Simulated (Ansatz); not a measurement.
**Run report: TaN, single-point calculation (part 2 of 4)**

TaN (P6₃/mmc, 4 atoms in the cell); DFT r2SCAN+U, scalar-relativistic, plane waves, PAW, Ueff = 4 eV on Ta atom 1 d; Ueff = 4 eV on Ta atom 2 d, spin-polarised (Ansatz 0.2.0); cutoff 500 eV, 7×7×4 k-mesh, Gaussian smearing of 0.05 eV, collinear spins. The structure derives from an entry of the Crystallography Open Database. It belongs to a series of runs on one base structure; here: from atoms, default search.

Geometry of the input (Å; fractional positions):
```
3.0480  0.0000  0.0000
-1.5240  2.6396  0.0000
0.0000  0.0000  4.9180
Ta 0.0000  0.0000  0.0000
Ta 0.0000  0.0000  0.5000
N  0.3333  0.6667  0.2500
N  0.6667  0.3333  0.7500
```

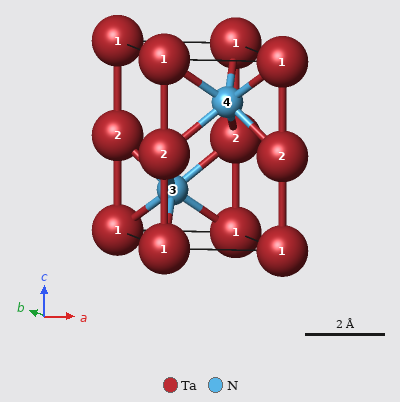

**Figure 1.** The structure as given in the input (ball-and-stick view of the cell of the calculation, seen slightly off an axis; atoms are numbered from 1 in the order of the input).

**The program's output, continued**
```
SCF iter   1: F=—  HF=-20648.730013 eV  |F-HF|=—  |Δ(HF+E_count)|=         —  Δρ=7.43e-2 (↑7.43e-2 ↓7.43e-2)  dr2=2.58e0  dr2_τ=2.93e-1  dr2_m=1.40e0  M=-0.000 μB ∫|m|=2.057 μB  β_m=0.30  ethr=3.10e-3  ⟨swp⟩=6.0  Hψ=6441  notcnv=0  defer=2
preconditioner: auto → Kerker (q_TF=auto, 2.686 Å⁻¹)  [metal: Δε(μ)=0.052 eV  Ē_g=12.202 eV  σ=0.050 eV  W_gap=0.50  n_scr=10 (ndim 8)  ℏωp=26.4 eV  f_vac=0.000  D(μ)=0.59/eV (n_scr^D=2)]
spin=Collinear: Kerker preconditioning applied to the charge; magnetization (m = ρ↑ − ρ↓) channel mixes plain (no charge-response kernel on spin).
SCF iter   2: F=—  HF=-20649.623845 eV  |F-HF|=—  |Δ(HF+E_count)|=   8.94e-1  Δρ=5.35e-2 (↑5.35e-2 ↓5.35e-2)  dr2=1.20e0  dr2_τ=2.72e-2  dr2_m=7.40e-1  M=-0.000 μB ∫|m|=1.957 μB  β_m=0.30  ethr=3.10e-3  ⟨swp⟩=2.7  Hψ=2590  notcnv=0  defer=78  κ⁻¹=1.0e0(r=1)
preconditioner: auto → none  [insulator: Δε(μ)=0.275 eV  Ē_g=12.001 eV  σ=0.050 eV  W_gap=0.70  n_scr=10 (ndim 8)  ℏωp=26.4 eV  f_vac=0.000  D(μ)=1.00/eV (n_scr^D=2)  ε∞_Penn≈5.8]
SCF iter   3: F=—  HF=-20650.086491 eV  |F-HF|=—  |Δ(HF+E_count)|=   4.63e-1  Δρ=3.48e-2 (↑3.48e-2 ↓3.48e-2)  dr2=1.22e-1  dr2_τ=1.76e-2  dr2_m=3.95e-1  M=-0.000 μB ∫|m|=1.882 μB  β_m=0.30  ethr=3.10e-3  ⟨swp⟩=2.3  Hψ=2090  notcnv=0  defer=78  κ⁻¹=1.2e-2(r=2)
SCF iter   4: F=—  HF=-20650.403974 eV  |F-HF|=—  |Δ(HF+E_count)|=   3.17e-1  Δρ=2.49e-2 (↑2.49e-2 ↓2.49e-2)  dr2=1.26e-2  dr2_τ=5.89e-3  dr2_m=2.22e-1  M=0.000 μB ∫|m|=1.810 μB  β_m=0.30  ethr=3.40e-4  ⟨swp⟩=2.1  Hψ=2912  notcnv=0  defer=76  κ⁻¹=6.0e-4(r=3)
SCF iter   5: F=—  HF=-20650.552298 eV  |F-HF|=—  |Δ(HF+E_count)|=   1.48e-1  Δρ=1.84e-2 (↑1.84e-2 ↓1.84e-2)  dr2=2.59e-3  dr2_τ=2.79e-3  dr2_m=1.22e-1  M=0.000 μB ∫|m|=1.762 μB  β_m=0.30  ethr=3.49e-5  ⟨swp⟩=2.1  Hψ=2294  notcnv=0  defer=76  κ⁻¹=4.4e-4(r=4)
SCF iter   6: F=—  HF=-20650.638742 eV  |F-HF|=—  |Δ(HF+E_count)|=   8.64e-2  Δρ=1.37e-2 (↑1.37e-2 ↓1.37e-2)  dr2=3.11e-4  dr2_τ=1.44e-3  dr2_m=6.81e-2  M=-0.000 μB ∫|m|=1.720 μB  β_m=0.30  ethr=7.20e-6  ⟨swp⟩=2.9  Hψ=2616  notcnv=0  defer=76  κ⁻¹=2.8e-5(r=5)
SCF iter   7: F=—  HF=-20650.688325 eV  |F-HF|=—  |Δ(HF+E_count)|=   4.96e-2  Δρ=1.03e-2 (↑1.03e-2 ↓1.03e-2)  dr2=1.30e-4  dr2_τ=7.94e-4  dr2_m=3.85e-2  M=0.000 μB ∫|m|=1.685 μB  β_m=0.30  ethr=8.65e-7  ⟨swp⟩=3.0  Hψ=2882  notcnv=0  defer=76
Mixer restart at iter 7: flushing history
spin-set hold released at iteration 7 (site moments contracting): the magnetisation degrees of freedom join the quasi-Newton model from the next iteration; the mixer history was flushed
SCF iter   8: F=—  HF=-20650.717490 eV  |F-HF|=—  |Δ(HF+E_count)|=   2.92e-2  Δρ=7.82e-3 (↑7.82e-3 ↓7.81e-3)  dr2=7.48e-5  dr2_τ=4.33e-4  dr2_m=2.21e-2  M=-0.000 μB ∫|m|=1.656 μB  β_m=0.30  ethr=3.60e-7  ⟨swp⟩=3.1  Hψ=2827  notcnv=0  defer=74  κ⁻¹=1.0e0(r=1)
SCF iter   9: F=—  HF=-20650.761538 eV  |F-HF|=—  |Δ(HF+E_count)|=   4.40e-2  Δρ=1.51e-3 (↑1.48e-3 ↓1.51e-3)  dr2=3.39e-5  dr2_τ=9.56e-6  dr2_m=7.95e-4  M=0.000 μB ∫|m|=1.555 μB  β_m=0.30  ethr=2.08e-7  ⟨swp⟩=4.5  Hψ=4242  notcnv=0  defer=70  κ⁻¹=6.1e-4(r=2)
SCF iter  10: F=—  HF=-20650.764223 eV  |F-HF|=—  |Δ(HF+E_count)|=   2.69e-3  Δρ=1.18e-3 (↑1.18e-3 ↓1.12e-3)  dr2=2.51e-5  dr2_τ=7.62e-6  dr2_m=4.76e-4  M=-0.000 μB ∫|m|=1.529 μB  β_m=0.30  ethr=9.42e-8  ⟨swp⟩=3.3  Hψ=2809  notcnv=0  defer=70  κ⁻¹=6.1e-4(r=3)
SCF iter  11: F=—  HF=-20650.768115 eV  |F-HF|=—  |Δ(HF+E_count)|=   3.89e-3  Δρ=7.62e-4 (↑6.67e-4 ↓7.62e-4)  dr2=4.70e-5  dr2_τ=4.05e-6  dr2_m=1.80e-4  M=0.001 μB ∫|m|=1.465 μB  β_m=0.30  ethr=6.98e-8  ⟨swp⟩=4.3  Hψ=3432  notcnv=0  defer=70  κ⁻¹=2.8e-4(r=4)
SCF iter  12: F=—  HF=-20650.769143 eV  |F-HF|=—  |Δ(HF+E_count)|=   1.03e-3  Δρ=6.48e-4 (↑6.48e-4 ↓6.47e-4)  dr2=9.72e-6  dr2_τ=2.60e-6  dr2_m=1.47e-4  M=0.000 μB ∫|m|=1.439 μB  β_m=0.30  ethr=6.98e-8  ⟨swp⟩=3.4  Hψ=2737  notcnv=0  defer=70  κ⁻¹=1.1e-4(r=5)
SCF iter  13: F=—  HF=-20650.770293 eV  |F-HF|=—  |Δ(HF+E_count)|=   1.15e-3  Δρ=5.31e-4 (↑5.16e-4 ↓5.31e-4)  dr2=7.12e-6  dr2_τ=1.47e-6  dr2_m=9.64e-5  M=0.000 μB ∫|m|=1.405 μB  β_m=0.30  ethr=2.70e-8  ⟨swp⟩=3.7  Hψ=3316  notcnv=0  defer=70  κ⁻¹=9.2e-5(r=6)
SCF iter  14: F=—  HF=-20650.771811 eV  |F-HF|=—  |Δ(HF+E_count)|=   1.52e-3  Δρ=2.87e-4 (↑2.87e-4 ↓2.77e-4)  dr2=8.60e-6  dr2_τ=7.40e-7  dr2_m=2.56e-5  M=0.000 μB ∫|m|=1.339 μB  β_m=0.81  ethr=1.98e-8  ⟨swp⟩=4.7  Hψ=3719  notcnv=0  defer=70  κ⁻¹=6.8e-5(r=7)
SCF iter  15: F=—  HF=-20650.772160 eV  |F-HF|=—  |Δ(HF+E_count)|=   3.49e-4  Δρ=1.69e-4 (↑1.66e-4 ↓1.69e-4)  dr2=5.57e-6  dr2_τ=6.25e-7  dr2_m=7.96e-6  M=0.001 μB ∫|m|=1.308 μB  β_m=0.30  ethr=1.98e-8  ⟨swp⟩=3.6  Hψ=3153  notcnv=0  defer=70  κ⁻¹=3.1e-5(r=8)
SCF iter  16: F=—  HF=-20650.772409 eV  |F-HF|=—  |Δ(HF+E_count)|=   2.49e-4  Δρ=2.16e-4 (↑2.16e-4 ↓2.11e-4)  dr2=1.79e-5  dr2_τ=9.24e-7  dr2_m=9.83e-6  M=0.001 μB ∫|m|=1.277 μB  β_m=0.30  ethr=1.55e-8  ⟨swp⟩=3.7  Hψ=3111  notcnv=0  defer=70  κ⁻¹=3.2e-5(r=8)
SCF iter  17: F=—  HF=-20650.772251 eV  |F-HF|=—  |Δ(HF+E_count)|=   1.58e-4  Δρ=1.76e-4 (↑1.76e-4 ↓1.71e-4)  dr2=1.33e-5  dr2_τ=8.54e-7  dr2_m=6.49e-6  M=0.001 μB ∫|m|=1.297 μB  β_m=0.30  ethr=1.55e-8  ⟨swp⟩=3.6  Hψ=2818  notcnv=0  defer=70  κ⁻¹=2.6e-4(r=8)
SCF iter  18: F=—  HF=-20650.772235 eV  |F-HF|=—  |Δ(HF+E_count)|=   1.63e-5  Δρ=1.74e-4 (↑1.74e-4 ↓1.70e-4)  dr2=1.30e-5  dr2_τ=8.29e-7  dr2_m=6.38e-6  M=0.001 μB ∫|m|=1.299 μB  β_m=0.30  ethr=1.55e-8  ⟨swp⟩=2.0  Hψ=1590  notcnv=0  defer=70  κ⁻¹=1.4e-5(r=8)
SCF iter  19: F=—  HF=-20650.772176 eV  |F-HF|=—  |Δ(HF+E_count)|=   5.93e-5  Δρ=1.89e-4 (↑1.89e-4 ↓1.82e-4)  dr2=1.51e-5  dr2_τ=7.79e-7  dr2_m=7.35e-6  M=0.000 μB ∫|m|=1.307 μB  β_m=0.34  ethr=1.55e-8  ⟨swp⟩=2.6  Hψ=2381  notcnv=0  defer=70  κ⁻¹=2.1e-5(r=8)
SCF iter  20: F=—  HF=-20650.772277 eV  |F-HF|=—  |Δ(HF+E_count)|=   1.02e-4  Δρ=1.85e-4 (↑1.85e-4 ↓1.81e-4)  dr2=1.61e-5  dr2_τ=7.43e-7  dr2_m=6.42e-6  M=0.001 μB ∫|m|=1.294 μB  β_m=0.30  ethr=1.55e-8  ⟨swp⟩=2.9  Hψ=2520  notcnv=0  defer=70  κ⁻¹=2.1e-5(r=8)
SCF iter  21: F=—  HF=-20650.772164 eV  |F-HF|=—  |Δ(HF+E_count)|=   1.14e-4  Δρ=1.99e-4 (↑1.99e-4 ↓1.85e-4)  dr2=1.73e-5  dr2_τ=7.75e-7  dr2_m=7.49e-6  M=0.000 μB ∫|m|=1.308 μB  β_m=0.73  ethr=1.55e-8  ⟨swp⟩=3.3  Hψ=2645  notcnv=0  defer=68  κ⁻¹=2.3e-5(r=8)
SCF iter  22: F=—  HF=-20650.772003 eV  |F-HF|=—  |Δ(HF+E_count)|=   1.60e-4  Δρ=2.25e-4 (↑2.25e-4 ↓2.14e-4)  dr2=2.16e-5  dr2_τ=1.19e-6  dr2_m=1.02e-5  M=-0.001 μB ∫|m|=1.326 μB  β_m=1.16  ethr=1.55e-8  ⟨swp⟩=3.6  Hψ=2758  notcnv=0  defer=68  κ⁻¹=1.6e-4(r=8)
SCF iter  23: F=—  HF=-20650.772531 eV  |F-HF|=—  |Δ(HF+E_count)|=   5.27e-4  Δρ=2.61e-4 (↑2.52e-4 ↓2.61e-4)  dr2=2.76e-5  dr2_τ=2.01e-6  dr2_m=1.44e-5  M=0.004 μB ∫|m|=1.263 μB  β_m=1.14  ethr=1.55e-8  ⟨swp⟩=4.4  Hψ=3504  notcnv=0  defer=68  κ⁻¹=2.1e-4(r=8)
SCF iter  24: F=—  HF=-20650.772546 eV  |F-HF|=—  |Δ(HF+E_count)|=   1.49e-5  Δρ=2.63e-4 (↑2.50e-4 ↓2.63e-4)  dr2=2.72e-5  dr2_τ=1.95e-6  dr2_m=1.45e-5  M=0.002 μB ∫|m|=1.261 μB  β_m=1.20  ethr=1.55e-8  ⟨swp⟩=2.0  Hψ=1733  notcnv=0  defer=68  κ⁻¹=7.9e-4(r=8)
SCF iter  25: F=—  HF=-20650.772366 eV  |F-HF|=—  |Δ(HF+E_count)|=   1.80e-4  Δρ=2.02e-4 (↑1.82e-4 ↓2.02e-4)  dr2=1.41e-5  dr2_τ=1.16e-6  dr2_m=8.61e-6  M=0.004 μB ∫|m|=1.282 μB  β_m=1.20  ethr=1.55e-8  ⟨swp⟩=3.6  Hψ=2723  notcnv=0  defer=68  κ⁻¹=6.8e-4(r=8)
SCF iter  26: F=—  HF=-20650.772151 eV  |F-HF|=—  |Δ(HF+E_count)|=   2.15e-4  Δρ=1.80e-4 (↑1.77e-4 ↓1.80e-4)  dr2=1.17e-5  dr2_τ=1.11e-6  dr2_m=7.49e-6  M=0.004 μB ∫|m|=1.310 μB  β_m=1.20  ethr=1.55e-8  ⟨swp⟩=3.7  Hψ=3051  notcnv=0  defer=68  κ⁻¹=3.7e-3(r=8)
SCF iter  27: F=—  HF=-20650.771835 eV  |F-HF|=—  |Δ(HF+E_count)|=   3.16e-4  Δρ=2.84e-4 (↑2.71e-4 ↓2.84e-4)  dr2=3.09e-5  dr2_τ=2.39e-6  dr2_m=1.71e-5  M=0.005 μB ∫|m|=1.340 μB  β_m=1.20  ethr=1.55e-8  ⟨swp⟩=3.7  Hψ=3274  notcnv=0  defer=68  κ⁻¹=1.8e-3(r=8)
SCF iter  28: F=-20650.772142 eV  HF=-20650.772098 eV  |F-HF|=4.34e-5  |Δ(HF+E_count)|=   2.63e-4  Δρ=2.02e-4 (↑1.86e-4 ↓2.02e-4)  dr2=1.43e-5  dr2_τ=1.21e-6  dr2_m=8.70e-6  M=0.005 μB ∫|m|=1.316 μB  β_m=0.30  ethr=1.55e-8  ⟨swp⟩=3.8  Hψ=2917  notcnv=0  defer=68  κ⁻¹=1.9e-3(r=8)
SCF iter  29: F=-20650.772949 eV  HF=-20650.772827 eV  |F-HF|=1.22e-4  |Δ(HF+E_count)|=   7.28e-4  Δρ=3.85e-4 (↑3.85e-4 ↓3.77e-4)  dr2=6.69e-5  dr2_τ=4.32e-6  dr2_m=3.05e-5  M=0.001 μB ∫|m|=1.234 μB  β_m=0.30  ethr=1.55e-8  ⟨swp⟩=4.6  Hψ=3728  notcnv=0  defer=68  κ⁻¹=2.4e-4(r=8)
SCF iter  30: F=-20650.773670 eV  HF=-20650.773410 eV  |F-HF|=2.59e-4  |Δ(HF+E_count)|=   5.83e-4  Δρ=5.68e-4 (↑5.68e-4 ↓5.63e-4)  dr2=1.53e-4  dr2_τ=9.40e-6  dr2_m=6.50e-5  M=0.001 μB ∫|m|=1.198 μB  β_m=0.30  ethr=1.55e-8  ⟨swp⟩=3.8  Hψ=3205  notcnv=0  defer=68  κ⁻¹=1.3e-4(r=8)
SCF iter  31: F=-20650.772306 eV  HF=-20650.772273 eV  |F-HF|=3.29e-5  |Δ(HF+E_count)|=   1.14e-3  Δρ=2.12e-4 (↑2.12e-4 ↓2.03e-4)  dr2=2.05e-5  dr2_τ=1.17e-6  dr2_m=8.94e-6  M=0.001 μB ∫|m|=1.294 μB  β_m=0.30  ethr=1.55e-8  ⟨swp⟩=4.7  Hψ=3695  notcnv=0  defer=68  κ⁻¹=9.0e-5(r=8)
SCF iter  32: F=-20650.771640 eV  HF=-20650.771511 eV  |F-HF|=1.29e-4  |Δ(HF+E_count)|=   7.62e-4  Δρ=4.22e-4 (↑4.22e-4 ↓4.04e-4)  dr2=8.05e-5  dr2_τ=5.08e-6  dr2_m=3.49e-5  M=0.001 μB ∫|m|=1.359 μB  β_m=0.30  ethr=1.55e-8  ⟨swp⟩=4.4  Hψ=3643  notcnv=0  defer=68  κ⁻¹=6.6e-5(r=8)
SCF iter  33: F=-20650.771464 eV  HF=-20650.771293 eV  |F-HF|=1.71e-4  |Δ(HF+E_count)|=   2.18e-4  Δρ=4.85e-4 (↑4.85e-4 ↓4.70e-4)  dr2=1.09e-4  dr2_τ=6.78e-6  dr2_m=4.61e-5  M=0.001 μB ∫|m|=1.370 μB  β_m=0.30  ethr=1.55e-8  ⟨swp⟩=2.9  Hψ=2664  notcnv=0  defer=68  κ⁻¹=1.1e-4(r=8)
SCF iter  34: F=-20650.771545 eV  HF=-20650.771395 eV  |F-HF|=1.51e-4  |Δ(HF+E_count)|=   1.01e-4  Δρ=4.58e-4 (↑4.58e-4 ↓4.45e-4)  dr2=9.75e-5  dr2_τ=5.99e-6  dr2_m=4.13e-5  M=0.002 μB ∫|m|=1.365 μB  β_m=0.30  ethr=1.55e-8  ⟨swp⟩=2.6  Hψ=2322  notcnv=0  defer=68  κ⁻¹=2.6e-5(r=8)
SCF iter  35: F=-20650.771657 eV  HF=-20650.771531 eV  |F-HF|=1.27e-4  |Δ(HF+E_count)|=   1.36e-4  Δρ=4.16e-4 (↑4.16e-4 ↓4.04e-4)  dr2=7.96e-5  dr2_τ=5.00e-6  dr2_m=3.42e-5  M=0.001 μB ∫|m|=1.358 μB  β_m=0.51  ethr=1.55e-8  ⟨swp⟩=2.7  Hψ=2424  notcnv=0  defer=68  κ⁻¹=3.5e-5(r=8)
SCF iter  36: F=-20650.772091 eV  HF=-20650.772046 eV  |F-HF|=4.55e-5  |Δ(HF+E_count)|=   5.15e-4  Δρ=2.45e-4 (↑2.45e-4 ↓2.35e-4)  dr2=2.67e-5  dr2_τ=1.77e-6  dr2_m=1.19e-5  M=-0.001 μB ∫|m|=1.320 μB  β_m=1.20  ethr=1.55e-8  ⟨swp⟩=3.8  Hψ=3344  notcnv=0  defer=68  κ⁻¹=9.3e-6(r=8)
SCF iter  37: F=-20650.772136 eV  HF=-20650.772095 eV  |F-HF|=4.10e-5  |Δ(HF+E_count)|=   4.87e-5  Δρ=2.32e-4 (↑2.32e-4 ↓2.27e-4)  dr2=2.46e-5  dr2_τ=1.58e-6  dr2_m=1.08e-5  M=-0.001 μB ∫|m|=1.315 μB  β_m=1.20  ethr=1.55e-8  ⟨swp⟩=2.6  Hψ=2351  notcnv=0  defer=68  κ⁻¹=8.5e-6(r=8)
SCF iter  38: F=-20650.772139 eV  HF=-20650.772097 eV  |F-HF|=4.12e-5  |Δ(HF+E_count)|=   2.63e-6  Δρ=2.36e-4 (↑2.36e-4 ↓2.30e-4)  dr2=2.60e-5  dr2_τ=1.62e-6  dr2_m=1.09e-5  M=-0.001 μB ∫|m|=1.315 μB  β_m=1.20  ethr=1.55e-8  ⟨swp⟩=1.2  Hψ=1287  notcnv=0  defer=68  κ⁻¹=1.2e-5(r=8)
SCF iter  39: F=-20650.772105 eV  HF=-20650.772060 eV  |F-HF|=4.52e-5  |Δ(HF+E_count)|=   3.72e-5  Δρ=2.49e-4 (↑2.49e-4 ↓2.42e-4)  dr2=2.94e-5  dr2_τ=1.78e-6  dr2_m=1.19e-5  M=-0.001 μB ∫|m|=1.318 μB  β_m=0.76  ethr=1.55e-8  ⟨swp⟩=2.5  Hψ=2193  notcnv=0  defer=68  κ⁻¹=1.2e-5(r=8)
SCF iter  40: F=-20650.772637 eV  HF=-20650.772568 eV  |F-HF|=6.88e-5  |Δ(HF+E_count)|=   5.08e-4  Δρ=3.01e-4 (↑3.01e-4 ↓2.97e-4)  dr2=4.29e-5  dr2_τ=2.63e-6  dr2_m=1.79e-5  M=-0.003 μB ∫|m|=1.257 μB  β_m=1.20  ethr=1.55e-8  ⟨swp⟩=4.3  Hψ=3452  notcnv=0  defer=68  κ⁻¹=2.6e-5(r=8)
SCF iter  41: F=-20650.772091 eV  HF=-20650.772042 eV  |F-HF|=4.81e-5  |Δ(HF+E_count)|=   5.26e-4  Δρ=2.54e-4 (↑2.54e-4 ↓2.52e-4)  dr2=3.11e-5  dr2_τ=1.88e-6  dr2_m=1.26e-5  M=-0.002 μB ∫|m|=1.320 μB  β_m=1.20  ethr=1.55e-8  ⟨swp⟩=4.3  Hψ=3492  notcnv=0  defer=68  κ⁻¹=2.9e-5(r=8)
SCF iter  42: F=-20650.772188 eV  HF=-20650.772150 eV  |F-HF|=3.82e-5  |Δ(HF+E_count)|=   1.07e-4  Δρ=2.28e-4 (↑2.28e-4 ↓2.25e-4)  dr2=2.51e-5  dr2_τ=1.50e-6  dr2_m=1.01e-5  M=-0.002 μB ∫|m|=1.309 μB  β_m=1.20  ethr=1.55e-8  ⟨swp⟩=2.9  Hψ=2565  notcnv=0  defer=68  κ⁻¹=3.0e-5(r=8)
SCF iter  43: F=-20650.772312 eV  HF=-20650.772277 eV  |F-HF|=3.52e-5  |Δ(HF+E_count)|=   1.27e-4  Δρ=2.13e-4 (↑2.11e-4 ↓2.13e-4)  dr2=2.09e-5  dr2_τ=1.34e-6  dr2_m=9.18e-6  M=-0.001 μB ∫|m|=1.293 μB  β_m=1.20  ethr=1.55e-8  ⟨swp⟩=3.4  Hψ=2638  notcnv=0  defer=68  κ⁻¹=3.2e-5(r=8)
SCF iter  44: F=-20650.772298 eV  HF=-20650.772263 eV  |F-HF|=3.47e-5  |Δ(HF+E_count)|=   1.31e-5  Δρ=2.12e-4 (↑2.10e-4 ↓2.12e-4)  dr2=2.07e-5  dr2_τ=1.32e-6  dr2_m=9.16e-6  M=-0.001 μB ∫|m|=1.295 μB  β_m=1.20  ethr=1.55e-8  ⟨swp⟩=1.8  Hψ=1450  notcnv=0  defer=68  κ⁻¹=1.7e-4(r=8)
SCF iter  45: F=-20650.772353 eV  HF=-20650.772317 eV  |F-HF|=3.62e-5  |Δ(HF+E_count)|=   5.34e-5  Δρ=2.17e-4 (↑2.14e-4 ↓2.17e-4)  dr2=2.13e-5  dr2_τ=1.39e-6  dr2_m=9.57e-6  M=-0.000 μB ∫|m|=1.288 μB  β_m=1.20  ethr=1.55e-8  ⟨swp⟩=2.7  Hψ=2381  notcnv=0  defer=68  κ⁻¹=2.0e-4(r=8)
SCF iter  46: F=-20650.774574 eV  HF=-20650.774211 eV  |F-HF|=3.62e-4  |Δ(HF+E_count)|=   1.89e-3  Δρ=7.02e-4 (↑7.01e-4 ↓7.02e-4)  dr2=2.47e-4  dr2_τ=1.42e-5  dr2_m=9.40e-5  M=0.002 μB ∫|m|=1.164 μB  β_m=1.20  ethr=1.55e-8  ⟨swp⟩=5.3  Hψ=3941  notcnv=0  defer=68  κ⁻¹=5.2e-6(r=8)
SCF iter  47: F=-20650.772580 eV  HF=-20650.772518 eV  |F-HF|=6.14e-5  |Δ(HF+E_count)|=   1.69e-3  Δρ=2.92e-4 (↑2.92e-4 ↓2.89e-4)  dr2=4.24e-5  dr2_τ=2.44e-6  dr2_m=1.62e-5  M=0.001 μB ∫|m|=1.262 μB  β_m=1.20  ethr=1.55e-8  ⟨swp⟩=4.5  Hψ=3799  notcnv=0  defer=68  κ⁻¹=2.7e-6(r=8)
SCF iter  48: F=-20650.772966 eV  HF=-20650.772831 eV  |F-HF|=1.35e-4  |Δ(HF+E_count)|=   3.13e-4  Δρ=4.30e-4 (↑4.30e-4 ↓4.28e-4)  dr2=9.40e-5  dr2_τ=5.29e-6  dr2_m=3.47e-5  M=0.001 μB ∫|m|=1.233 μB  β_m=0.30  ethr=1.55e-8  ⟨swp⟩=3.8  Hψ=2970  notcnv=0  defer=68  κ⁻¹=2.6e-6(r=8)
SCF iter  49: F=-20650.772308 eV  HF=-20650.772267 eV  |F-HF|=4.17e-5  |Δ(HF+E_count)|=   5.64e-4  Δρ=2.49e-4 (↑2.49e-4 ↓2.48e-4)  dr2=3.56e-5  dr2_τ=1.64e-6  dr2_m=9.89e-6  M=0.000 μB ∫|m|=1.293 μB  β_m=0.30  ethr=1.55e-8  ⟨swp⟩=4.1  Hψ=3387  notcnv=0  defer=68  κ⁻¹=2.5e-6(r=8)
SCF iter  50: F=-20650.771984 eV  HF=-20650.771914 eV  |F-HF|=7.04e-5  |Δ(HF+E_count)|=   3.53e-4  Δρ=3.14e-4 (↑3.14e-4 ↓3.13e-4)  dr2=5.22e-5  dr2_τ=2.76e-6  dr2_m=1.76e-5  M=0.000 μB ∫|m|=1.331 μB  β_m=0.30  ethr=1.55e-8  ⟨swp⟩=3.7  Hψ=3359  notcnv=0  defer=68  κ⁻¹=1.9e-6(r=8)
```
